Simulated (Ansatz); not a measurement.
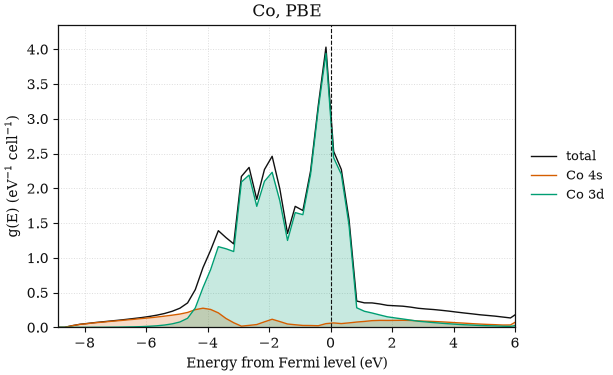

Source: calculation with Ansatz.

Density of states. Energies are counted from the Fermi level. The partial curves are projected on Löwdin-orthogonalised atomic shells.

Input of the run:

```
crystal:
  lattice:
    - [-1.506198, 1.506198, 1.242566]
    - [1.506198, -1.506198, 1.242566]
    - [1.506198, 1.506198, -1.242566]
  atoms:
    - { symbol: Co, position: [0.0, 0.0, 0.0] }
  symmetry: { tolerance: 0.0003 }
kpoints:
  mp_grid: { grid: [17, 17, 17], shift: [0, 0, 0] }
  band_path:
    path:
      - [0.0, 0.0, 0.0]
      - [0.0, 0.0, 0.5]
      - [-0.5, 0.5, 0.5]
      - [0.0, 0.0, 0.0]
      - [0.42014328, 0.42014328, -0.42014328]
      - [-0.42014328, 0.57985672, 0.42014328]
      - [-0.5, 0.5, 0.5]
      - [0.0, 0.0, 0.5]
      - [0.25, 0.25, 0.25]
      - [0.0, 0.5, 0.0]
      - [0.0, 0.0, 0.0]
    npoints: 6
magnetization:
  spin_polarized: false
scf:
  occupations: { method: fermi_dirac }
  lower_state_search: "off"
  max_iter: 200
hamiltonian:
  pseudopotentials: { kind: paw }
  xc: pbe
basis:
  ecutwfc: 420
  fft_grid_basis: typed
output:
  forces: true
  stress: true
  eigenvalues: true
  bader: true
  populations: true
  elf: true
  write_potential: true
  volumetric_format: npy
  dos:
    e_range: [-12, 8]
    de: 0.05
    projected: { site_lists: { Co: [Co] } }
checkpoint:
  read: saved_state
```

Question: Metal or insulator, and how many states lie at the Fermi level?

Answer: It is a metal. The density of states at the Fermi level is about 3.3 per eV and cell (mean within 0.25 eV).

Question: Where is the tallest peak in the window, and which states make it?

Answer: The tallest peak in the window is at −0.2 eV; by projected weight it is Co 3d almost alone.

Question: What carries the states at the Fermi level?

Answer: By projected weight, the states within 0.3 eV of the Fermi level are Co 3d almost alone.

Question: Where is the centre of the Co 3d band?

Answer: Over the range shown, the centre of the Co 3d weight lies 1.3 eV below the Fermi level, and about 80 % of the shell is filled.

The run has no spin polarisation, so a magnetic state may lie lower. The structure was built from a prototype or by substitution, so it need not be a known phase. The cell is at −13 GPa in this functional.
